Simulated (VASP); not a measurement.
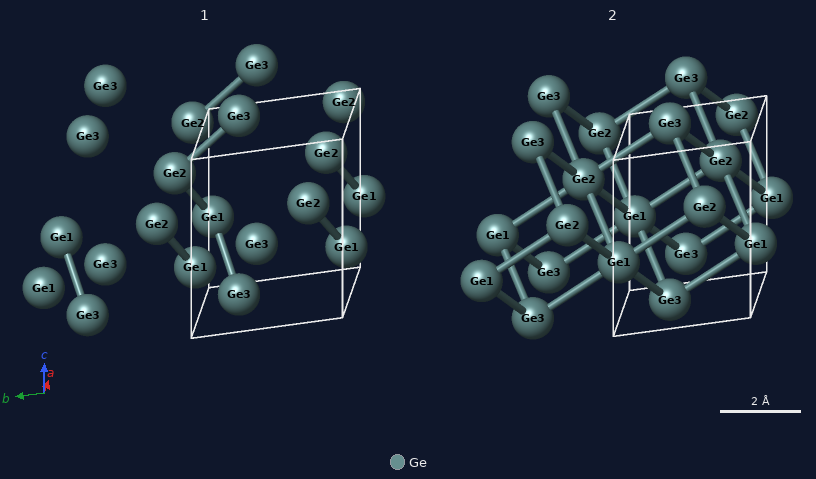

Two geometries of crystalline Ge (a generated structure, set up in P3_121), drawn at one scale. One is the start of a relaxation, the other its converged end. A ball-and-stick model of the cell of the calculation, repeated 2 × 2 × 1 with one cell outlined, seen from a free direction.

Computed with Kohn-Sham DFT of a periodic cell, PBEsol, VASP PAW PBE potentials, recommended in VASP 6.6.1. Settings: plane-wave cutoff 600 eV; k-point mesh 6 × 6 × 4; occupations gaussian; smearing width 0.1 eV; no spin polarisation.

### Which of the two is the end point?

Structure 2 is the relaxed one. The run lets cell and atoms move. The largest moves relative to the cell, 0.41 Å, are those of Ge1, Ge2 and Ge3. Ge3 goes along [−1 −1 0]. The drawn cell changes as follows: a = b 4.144 → 3.754 Å (−9.4 %), c 4.701 → 4.636 Å (−1.4 %); the volume changes by −19.1 %. Among the contacts that change: Ge1–Ge2 3.261 → 2.658 Å, Ge1–Ge2 (another image) 2.252 → 2.669 Å. Among the angles between lasting bonds that change: Ge2–Ge1–Ge3 103.1° → 90.2°. The space group stays P3_121 (No. 152). Over 23 geometry steps the energy falls by 1.880 eV per cell of the calculation. Largest force component: 3.6 eV/Å at the start, 0.021 eV/Å at the end. The pressure goes from 5.58 to −0.12 GPa. The volume changes by over a tenth within one run on a fixed set of plane waves, so the end point should be relaxed again from the new cell.
